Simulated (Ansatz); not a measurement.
## W16S33: geometry relaxation (part 3 of 4)

W16S33 (defect cell, 49 atoms in the cell); DFT PBE, scalar-relativistic, plane waves, PAW, no spin polarisation (Ansatz 0.2.0); cutoff 420 eV, 2×2×2 k-mesh, Gaussian smearing of 0.01 eV. The structure derives from a Materials Project entry. It belongs to a series of runs on one base structure; here: S interstitial, charge +0, atoms relaxed at the host's cell.

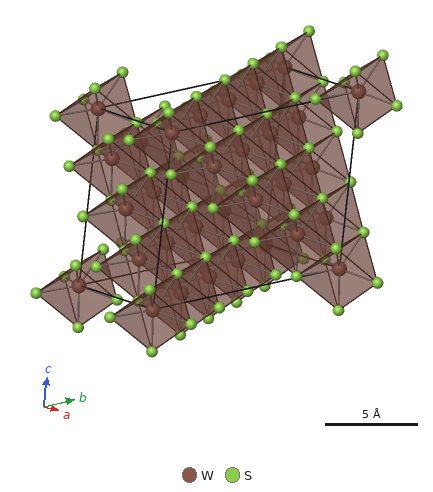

Figure 1. The geometry at step 3 of the log (polyhedral view of the cell of the calculation, seen slightly off an axis; polyhedra are completed across the faces of the cell).

### Log, continued
```
  k-point 2: bands = ["-65.8908", "-65.8901", "-65.8886", "-65.8866", "-65.8828", "-65.8815", "-65.8794", "-65.8787", "-65.8772", "-65.8764", "-65.8755", "-65.8707", "-65.8706", "-65.8578", "-65.8539", "-65.8533", "-30.3221", "-30.3183", "-30.3183", "-30.3148", "-30.2980", "-30.2944", "-30.2897", "-30.2831", "-30.2536", "-30.2459", "-30.2432", "-30.2424", "-30.1959", "-30.1925", "-30.1557", "-30.1528", "-30.1439", "-30.1411", "-30.1405", "-30.1366", "-30.1246", "-30.1229", "-30.1222", "-30.1188",
      "-30.1179", "-30.1172", "-30.1153", "-30.1145", "-30.1125", "-30.1058", "-30.1037", "-30.1033", "-30.0998", "-30.0974", "-30.0958", "-30.0926", "-30.0895", "-30.0874", "-30.0849", "-30.0840", "-30.0816", "-30.0792", "-30.0648", "-30.0640", "-30.0518", "-30.0512", "-30.0284", "-30.0257", "-7.5257", "-6.4103", "-6.2777", "-5.9533", "-5.8209", "-5.2132", "-5.2088", "-5.2015", "-5.1299", "-4.9632", "-4.9507", "-4.9377", "-4.8670", "-4.7815", "-4.7237", "-4.5840",
      "-4.5775", "-4.5725", "-4.5655", "-4.5208", "-4.5034", "-4.5030", "-4.4548", "-4.4206", "-4.3573", "-4.3126", "-4.3027", "-4.2946", "-4.2833", "-4.2803", "-4.1793", "-4.1723", "-2.6183", "1.7723", "1.7764", "1.8555", "1.9534", "1.9542", "1.9963", "2.0446", "2.0678", "2.3141", "2.3696", "2.3840", "2.4383", "2.4670", "2.4963", "2.5335", "2.5365", "2.5624", "2.5919", "2.8105", "2.8345", "2.8928", "2.9055", "3.0446",
      "3.2628", "3.3504", "3.5120", "3.5572", "3.5650", "3.6169", "3.6218", "3.6584", "3.6671", "3.6777", "3.6992", "3.7287", "3.7391", "3.7642", "3.7801", "3.7857", "3.8064", "3.8075", "3.8340", "4.2974", "4.3660", "4.4249", "4.5173", "4.5652", "4.5917", "4.6041", "4.6084", "4.6223", "4.6237", "4.6404", "4.6532", "4.6689", "4.7147", "4.7154", "4.7771", "4.8435", "4.8608", "5.0741", "5.1815", "5.1848",
      "5.2465", "5.4081", "5.4478", "5.4663", "5.5866", "5.6899", "5.7277", "5.7464", "5.7480", "5.7696", "5.7724", "5.7909", "5.7913", "5.7998", "5.8078", "5.8715", "5.9224", "5.9802", "6.0294", "6.0493", "6.0615", "6.0725", "6.0827", "6.3453", "6.3844", "6.4613", "6.4811", "6.5446", "6.6081", "6.6090", "6.7098", "6.7661", "6.8350", "6.8391", "6.8909", "7.0888", "7.1049", "7.1402", "7.1734", "7.2964",
      "7.3394", "7.3803", "7.4492", "7.4619", "7.4736", "7.7082", "7.7953", "7.8025", "7.9524", "8.0226", "8.0940", "10.0106", "10.0863", "10.1097", "10.1475", "10.2405", "10.2553", "10.3238", "10.3269", "10.5134", "10.5349", "10.6299", "10.6563", "10.6769", "10.6983", "10.7192", "10.7204", "10.7322", "10.7439", "10.7832", "10.8092", "10.8427", "10.8453", "10.8519", "10.8749", "10.8884", "10.8920", "10.9270", "10.9381", "10.9774",
      "10.9857", "11.2320", "11.2580", "11.2988", "11.3130", "11.3360", "11.3393", "11.3561", "11.3810", "11.3864", "11.4438", "11.5413", "11.5471", "11.7122", "11.8718", "11.8720", "11.9080", "11.9393", "11.9828", "12.0081"]
--- Relaxed structure (7 steps of the walk, 7 accepted, 0 SCFs on fresh bases) ---
  F+E_penalty+E_count = -195963.62254645 eV   max|allowed force component| = 1.036e-2 eV/Å
  atoms:
    - { symbol: W, position: [-0.0015593312495164047, 0.2494023612009436, 0.7504907803734624] }
    - { symbol: W, position: [3.188073126653146e-5, 0.4996682329666917, 0.5015559010611854] }
    - { symbol: W, position: [-0.0015663515951441775, 0.7485658195077813, 0.25123628174256524] }
    - { symbol: W, position: [0.2494023612009436, -0.0015593312495164047, 0.7504907803734624] }
    - { symbol: W, position: [-0.0018123825661072025, -0.0018123825661072023, 4.8600937656945566e-5] }
    - { symbol: W, position: [0.24974695158175786, 0.24974695158175786, 0.5072670759766413] }
    - { symbol: W, position: [0.24967343111588572, 0.5052126618738342, 0.2516100944435628] }
    - { symbol: W, position: [0.49888216583841716, 0.7489513363955892, 0.7508114631803326] }
    - { symbol: W, position: [0.24938811926433607, 0.7485426904346241, 0.00029857517590237137] }
    - { symbol: W, position: [0.4996682329666917, 3.188073126653146e-5, 0.5015559010611854] }
    - { symbol: W, position: [0.5052126618738342, 0.24967343111588572, 0.2516100944435628] }
    - { symbol: W, position: [0.7489513363955892, 0.4988821658384172, 0.7508114631803326] }
    - { symbol: W, position: [0.49963417694092227, 0.49963417694092227, 0.001873215800576089] }
    - { symbol: W, position: [0.7489566280457052, 0.7489566280457052, 0.5007234640640155] }
    - { symbol: W, position: [0.7485658195077813, -0.0015663515951441775, 0.25123628174256524] }
    - { symbol: W, position: [0.7485426904346241, 0.24938811926433607, 0.00029857517590237137] }
    - { symbol: S, position: [0.40442392764972357, 0.6559048334127338, 0.15294455842481713] }
    - { symbol: S, position: [0.4022871581879759, 0.902234708995933, 0.9041668332903159] }
    - { symbol: S, position: [0.40451443769049833, 0.15105248151418516, 0.6579031976309428] }
    - { symbol: S, position: [0.6559048334127338, 0.40442392764972357, 0.15294455842481713] }
    - { symbol: S, position: [0.40368292072087236, 0.40368292072087236, 0.4055265874232658] }
    - { symbol: S, position: [0.6528589664531101, 0.6528589664531101, 0.9036698053600188] }
    - { symbol: S, position: [0.6529042505128377, 0.9017732917630592, 0.6547570405764314] }
    - { symbol: S, position: [0.9009512712579895, 0.15147756988564376, 0.15331042918324428] }
    - { symbol: S, position: [0.6559505932449303, 0.15107949653780978, 0.4062991797759698] }
    - { symbol: S, position: [0.902234708995933, 0.4022871581879759, 0.9041668332903159] }
    - { symbol: S, position: [0.9017732917630592, 0.6529042505128377, 0.6547570405764314] }
    - { symbol: S, position: [0.15147756988564376, 0.9009512712579895, 0.15331042918324428] }
    - { symbol: S, position: [0.9022860381061698, 0.9022860381061698, 0.4040855158035898] }
    - { symbol: S, position: [0.15145318008612907, 0.15145318008612907, 0.9029280639269921] }
    - { symbol: S, position: [0.15105248151418516, 0.40451443769049833, 0.6579031976309428] }
    - { symbol: S, position: [0.15107949653780978, 0.6559505932449303, 0.4062991797759698] }
    - { symbol: S, position: [0.26284427798625326, 0.5118970410201313, 0.016388927878512954] }
    - { symbol: S, position: [0.2623152395733288, 0.7617817503158254, 0.7636332235662053] }
    - { symbol: S, position: [0.26288027705348593, 0.014587285820469531, 0.5138542013135915] }
    - { symbol: S, position: [0.5118970410201313, 0.26284427798625326, 0.016388927878512954] }
    - { symbol: S, position: [0.26863296070722686, 0.26863296070722686, 0.2708116806770475] }
    - { symbol: S, position: [0.5120877940971587, 0.5120877940971587, 0.7650923952318275] }
    - { symbol: S, position: [0.5120729686679278, 0.7632955045458301, 0.5139387151512588] }
    - { symbol: S, position: [0.7610775518176409, 0.012104095793039227, 0.013954328775237002] }
    - { symbol: S, position: [0.5119040319033153, 0.014506260831265938, 0.2647738365777681] }
    - { symbol: S, position: [0.7617817503158254, 0.2623152395733288, 0.7636332235662053] }
    - { symbol: S, position: [0.7632955045458301, 0.5120729686679278, 0.5139387151512588] }
    - { symbol: S, position: [0.012104095793039227, 0.7610775518176409, 0.013954328775237002] }
    - { symbol: S, position: [0.7617747467581645, 0.7617747467581645, 0.26415181252287545] }
    - { symbol: S, position: [0.012144110862550406, 0.012144110862550406, 0.7629238614558265] }
    - { symbol: S, position: [0.014587285820469531, 0.26288027705348593, 0.5138542013135915] }
    - { symbol: S, position: [0.014506260831265938, 0.5119040319033153, 0.2647738365777681] }
    - { symbol: S, position: [0.18174058573979412, 0.1817405857397941, 0.18499278457705148] }
```

### Trajectory as extended XYZ (Å, eV, eV/Å), 4 of the 7 frames kept, from step=1 to step=7
```
49
Lattice="6.3755 3.6809 7.4744 -6.3755 3.6809 7.4744 0.0000 -7.3618 7.4744" Properties=species:S:1:pos:R:3:forces:R:3 step=1 energy=-195962.03427
W    -1.5939   -4.6011    7.4896    0.0149   0.0257  -0.0082
W    -3.1877   -1.8404    7.4896    0.0396  -0.0157  -0.0121
W    -4.7816    0.9202    7.4896    0.0046   0.0433  -0.1243
W     1.5939   -4.6011    7.4896   -0.0149   0.0257  -0.0082
W     0.0000    0.0000    0.0152    0.0000   0.2402  -0.3705
W     0.0000   -1.8404    7.4896    0.0000  -0.0953  -0.0335
W    -1.5939    0.9202    7.4896   -0.1971  -0.0309  -0.1850
W    -1.5939   -0.9202   14.9641    0.0401   0.0261  -0.0184
W    -3.1877    3.6809    7.4896    0.0513   0.0528  -0.1551
W     3.1877   -1.8404    7.4896   -0.0396  -0.0157  -0.0121
W     1.5939    0.9202    7.4896    0.1971  -0.0309  -0.1850
W     1.5939   -0.9202   14.9641   -0.0401   0.0261  -0.0184
W     0.0000    3.6809    7.4896    0.0000   0.0152  -0.0356
W     0.0000    1.8404   14.9641    0.0000  -0.0725  -0.0316
W     4.7816    0.9202    7.4896   -0.0046   0.0433  -0.1243
W     3.1877    3.6809    7.4896   -0.0513   0.0528  -0.1551
S    -1.5939    2.7607    9.0607    0.0347  -0.0018   0.0282
S    -3.1877   -1.8404   16.5351    0.0101   0.0452   0.0023
S     1.5939   -2.7607    9.0607    0.0099  -0.0089   0.0326
S     1.5939    2.7607    9.0607   -0.0347  -0.0018   0.0282
S     0.0000    0.0000    9.0607    0.0000  -0.0028   0.0084
S     0.0000   -1.8404   16.5351    0.0000  -0.0010   0.0037
S    -1.5939    0.9202   16.5351   -0.0113   0.0068   0.0095
S     4.7816    2.7607    9.0607   -0.0278  -0.2666  -0.3814
S     3.1877    0.0000    9.0607   -0.0279  -0.0170   0.0663
S     3.1877   -1.8404   16.5351   -0.0101   0.0452   0.0023
S     1.5939    0.9202   16.5351    0.0113   0.0068   0.0095
S    -4.7816    2.7607    9.0607    0.0278  -0.2666  -0.3814
S     0.0000    3.6809   16.5351    0.0000   0.0005   0.0266
S     0.0000   -5.5213    9.0607    0.0000   0.0584  -0.1482
S    -1.5939   -2.7607    9.0607   -0.0099  -0.0089   0.0326
S    -3.1877    0.0000    9.0607    0.0279  -0.0170   0.0663
S    -1.5939    2.7607    5.9186   -0.0407   0.0958   0.0201
S    -3.1877   -1.8404   13.3931    0.0008  -0.0222  -0.0143
S     1.5939   -2.7607    5.9186   -0.0283   0.0055   0.0110
S     1.5939    2.7607    5.9186    0.0407   0.0958   0.0201
S     0.0000    0.0000    5.9186    0.0000  -0.6249  -0.6145
S     0.0000   -1.8404   13.3931    0.0000  -0.0028   0.0040
S    -1.5939    0.9202   13.3931   -0.0008   0.0013  -0.0065
S     4.7816    2.7607    5.9186   -0.0150  -0.0072  -0.0649
S     3.1877    0.0000    5.9186    0.0063  -0.0062   0.0047
S     3.1877   -1.8404   13.3931   -0.0008  -0.0222  -0.0143
S     1.5939    0.9202   13.3931    0.0008   0.0013  -0.0065
S    -4.7816    2.7607    5.9186    0.0150  -0.0072  -0.0649
S     0.0000    3.6809   13.3931    0.0000   0.0030   0.0123
S     0.0000   -5.5213    5.9186    0.0000  -0.0191  -0.0381
S    -1.5939   -2.7607    5.9186    0.0283   0.0055   0.0110
S    -3.1877    0.0000    5.9186   -0.0063  -0.0062   0.0047
S     0.0000   -0.6902    3.5036    0.0000   0.6493   2.8078
49
Lattice="6.3755 3.6809 7.4744 -6.3755 3.6809 7.4744 0.0000 -7.3618 7.4744" Properties=species:S:1:pos:R:3:forces:R:3 step=3 energy=-195963.18814
W    -1.5961   -4.5979    7.4822   -0.0385  -0.0033  -0.0217
W    -3.1847   -1.8417    7.4874   -0.0178   0.0145   0.0043
W    -4.7826    0.9184    7.4738   -0.0130  -0.0582   0.0414
W     1.5961   -4.5979    7.4822    0.0385  -0.0033  -0.0217
W     0.0000    0.0140   -0.0226    0.0000  -0.2225   0.2753
W     0.0000   -1.8666    7.4977    0.0000  -0.1091   0.1645
W    -1.6085    0.9157    7.4676   -0.0444   0.0689   0.0567
W    -1.5920   -0.9195   14.9606   -0.0387  -0.0299  -0.0028
W    -3.1928    3.6809    7.4844   -0.0352  -0.0577   0.0800
W     3.1847   -1.8417    7.4874    0.0178   0.0145   0.0043
W     1.6085    0.9157    7.4676    0.0444   0.0689   0.0567
W     1.5920   -0.9195   14.9606    0.0387  -0.0299  -0.0028
W     0.0000    3.6817    7.4846    0.0000  -0.0485  -0.0071
W     0.0000    1.8352   14.9591    0.0000   0.0632   0.0026
W     4.7826    0.9184    7.4738    0.0130  -0.0582   0.0414
W     3.1928    3.6809    7.4844    0.0352  -0.0577   0.0800
S    -1.5947    2.7555    9.0530   -0.0320  -0.0040  -0.0511
S    -3.1878   -1.8379   16.5309   -0.0099  -0.0487  -0.0146
S     1.6002   -2.7677    9.0676    0.0280  -0.0234   0.0046
S     1.5947    2.7555    9.0530    0.0320  -0.0040  -0.0511
S     0.0000    0.0009    9.0421    0.0000  -0.0009  -0.1942
S     0.0000   -1.8413   16.5331    0.0000  -0.0088  -0.0099
S    -1.5950    0.9206   16.5331    0.0086  -0.0041  -0.0169
S     4.8155    2.7501    9.0486   -0.4007   0.0808  -0.5017
S     3.1883    0.0008    9.0579    0.0120   0.0245  -0.0903
S     3.1878   -1.8379   16.5309    0.0099  -0.0487  -0.0146
S     1.5950    0.9206   16.5331   -0.0086  -0.0041  -0.0169
S    -4.8155    2.7501    9.0486    0.4007   0.0808  -0.5017
S     0.0000    3.6792   16.5266    0.0000  -0.0035  -0.0637
S     0.0000   -5.5181    9.0377    0.0000  -0.0203   0.0160
S    -1.6002   -2.7677    9.0676   -0.0280  -0.0234   0.0046
S    -3.1883    0.0008    9.0579   -0.0120   0.0245  -0.0903
S    -1.5989    2.7716    5.9141    0.0283  -0.0476  -0.0505
S    -3.1858   -1.8423   13.3886    0.0068   0.0235  -0.0005
S     1.5914   -2.7613    5.9158    0.0051  -0.0452   0.0260
S     1.5989    2.7716    5.9141   -0.0283  -0.0476  -0.0505
S     0.0000   -0.0592    5.9174    0.0000  -0.3105  -0.8464
S     0.0000   -1.8401   13.3896    0.0000   0.0142  -0.0143
S    -1.5960    0.9195   13.3896   -0.0042  -0.0133  -0.0102
S     4.7763    2.7598    5.8999    0.0018   0.0155  -0.0422
S     3.1931   -0.0076    5.9060    0.0045  -0.0091  -0.0572
S     3.1858   -1.8423   13.3886   -0.0068   0.0235  -0.0005
S     1.5960    0.9195   13.3896    0.0042  -0.0133  -0.0102
S    -4.7763    2.7598    5.8999   -0.0018   0.0155  -0.0422
S     0.0000    3.6754   13.3856    0.0000  -0.0223  -0.0441
S     0.0000   -5.5071    5.8987    0.0000   0.0560  -0.0645
S    -1.5914   -2.7613    5.9158   -0.0051  -0.0452   0.0260
S    -3.1931   -0.0076    5.9060   -0.0045  -0.0091  -0.0572
S     0.0000   -0.5779    3.8767    0.0000   0.8466   2.0794
49
Lattice="6.3755 3.6809 7.4744 -6.3755 3.6809 7.4744 0.0000 -7.3618 7.4744" Properties=species:S:1:pos:R:3:forces:R:3 step=5 energy=-195963.59238
W    -1.6005   -4.6075    7.4778    0.0117  -0.0211  -0.0163
W    -3.1847   -1.8479    7.4851    0.0064   0.0025  -0.0060
W    -4.7819    0.9050    7.4603    0.0047   0.0143   0.0126
W     1.6005   -4.6075    7.4778   -0.0117  -0.0211  -0.0163
W     0.0000   -0.0048   -0.0138    0.0000  -0.0365  -0.0061
W     0.0000   -1.8975    7.5316    0.0000   0.0581   0.0109
W    -1.6277    0.9273    7.4934    0.0440  -0.0227   0.0456
W    -1.5936   -0.9273   14.9461    0.0016  -0.0023  -0.0108
W    -3.1806    3.6770    7.4604   -0.0056  -0.0056   0.0068
W     3.1847   -1.8479    7.4851   -0.0064   0.0025  -0.0060
W     1.6277    0.9273    7.4934   -0.0440  -0.0227   0.0456
W     1.5936   -0.9273   14.9461   -0.0016  -0.0023  -0.0108
W     0.0000    3.6701    7.4708    0.0000   0.0024   0.0006
W     0.0000    1.8335   14.9456    0.0000   0.0115  -0.0072
W     4.7819    0.9050    7.4603   -0.0047   0.0143   0.0126
W     3.1806    3.6770    7.4604    0.0056  -0.0056   0.0068
S    -1.5961    2.7697    9.0515   -0.0185   0.0237   0.0077
S    -3.1822   -1.8528   16.5170   -0.0011  -0.0169  -0.0004
S     1.6180   -2.7886    9.0793    0.0100  -0.0128   0.0064
S     1.5961    2.7697    9.0515    0.0185   0.0237   0.0077
S     0.0000   -0.0020    9.0445    0.0000   0.0101  -0.0163
S     0.0000   -1.8479   16.5160    0.0000  -0.0082  -0.0105
S    -1.5885    0.9116   16.5206    0.0030  -0.0083  -0.0063
S     4.7707    2.7486    9.0154    0.0159  -0.0045  -0.0261
S     3.2055   -0.0091    9.0583    0.0309  -0.0005  -0.0013
S     3.1822   -1.8528   16.5170    0.0011  -0.0169  -0.0004
S     1.5885    0.9116   16.5206   -0.0030  -0.0083  -0.0063
S    -4.7707    2.7486    9.0154   -0.0159  -0.0045  -0.0261
S     0.0000    3.6773   16.5122    0.0000  -0.0102  -0.0191
S     0.0000   -5.5266    9.0339    0.0000  -0.0258  -0.0020
S    -1.6180   -2.7886    9.0793   -0.0100  -0.0128   0.0064
S    -3.2055   -0.0091    9.0583   -0.0309  -0.0005  -0.0013
S    -1.5921    2.7463    5.8982    0.0191  -0.0198  -0.0077
S    -3.1866   -1.8410   13.3714   -0.0061  -0.0001  -0.0130
S     1.5806   -2.7652    5.9231    0.0183  -0.0048   0.0055
S     1.5921    2.7463    5.8982   -0.0191  -0.0198  -0.0077
S     0.0000   -0.0437    6.0090    0.0000   0.0340   0.6208
S     0.0000   -1.8476   13.3755    0.0000  -0.0053  -0.0058
S    -1.6001    0.9159   13.3798   -0.0007  -0.0043  -0.0021
S     4.7804    2.7530    5.8892   -0.0078   0.0020  -0.0099
S     3.1807   -0.0123    5.9017   -0.0038  -0.0108   0.0053
S     3.1866   -1.8410   13.3714    0.0061  -0.0001  -0.0130
S     1.6001    0.9159   13.3798    0.0007  -0.0043  -0.0021
S    -4.7804    2.7530    5.8892    0.0078   0.0020  -0.0099
S     0.0000    3.6664   13.3660    0.0000   0.0025  -0.0196
S     0.0000   -5.5213    5.9004    0.0000   0.0178  -0.0064
S    -1.5806   -2.7652    5.9231   -0.0183  -0.0048   0.0055
S    -3.1807   -0.0123    5.9017    0.0038  -0.0108   0.0053
S     0.0000   -0.2514    4.0998    0.0000   0.1338  -0.5194
```
